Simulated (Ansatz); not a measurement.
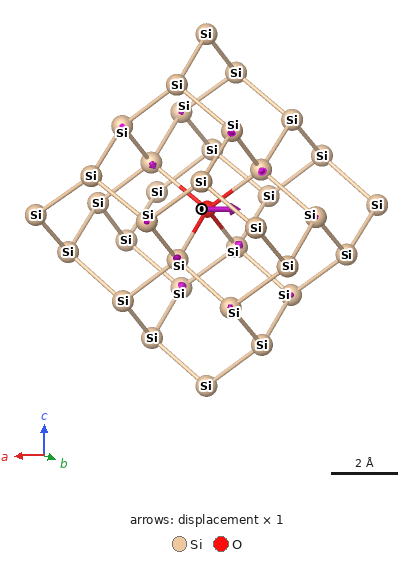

This is a relaxation of a defect cell of composition Si₂₁₅O (cell charge −2). The starting structure is drawn; purple arrows show the displacements, at their true length.

A ball-and-stick model of the atoms within 5.8 Å of the atom that moves most (axes of the cell of the calculation (origin shifted)), seen from a free direction.

Theory: Ansatz 0.2.0, DFT, PBEsol, PAW, plane waves. Settings: plane-wave cutoff 420 eV; k-point mesh 1 × 1 × 1; mesh shifted by (0.25, 0.25, 0.25); no spin polarisation; atoms relaxed in a fixed cell; force threshold 0.03 eV/Å; at most 80 steps.

Describe the change and its energy.

The O atom moves most: 1.07 Å along −a. Largest moves by element: O 1.07 Å, Si 0.32 Å. The cell doesn't change. Some distances before and after: O–Si 2.347 → 1.686 Å, O–Si 2.322 → 1.679 Å, O–Si 2.360 → 2.943 Å, O–Si 2.363 → 2.906 Å. Bond angles that change, for instance: Si–Si–Si 110.1° → 101.6°, Si–Si–Si 109.4° → 101.8°, Si–Si–Si 111.0° → 104.2°. The energy falls by 3.380 eV per cell of the calculation in 15 accepted moves (17 points after the start). The largest force component goes from 1.1 to 0.016 eV/Å. The line search rejected the trial steps at points 13, 16 of the run. The run took 97 s on 1 × NVIDIA GB300 Max-Q with 8 threads of Arm Neoverse-V2, peak memory 3.3 GiB.

Limits of the set-up: the cell is charged, on a uniform background, and energies carry no finite-size correction.
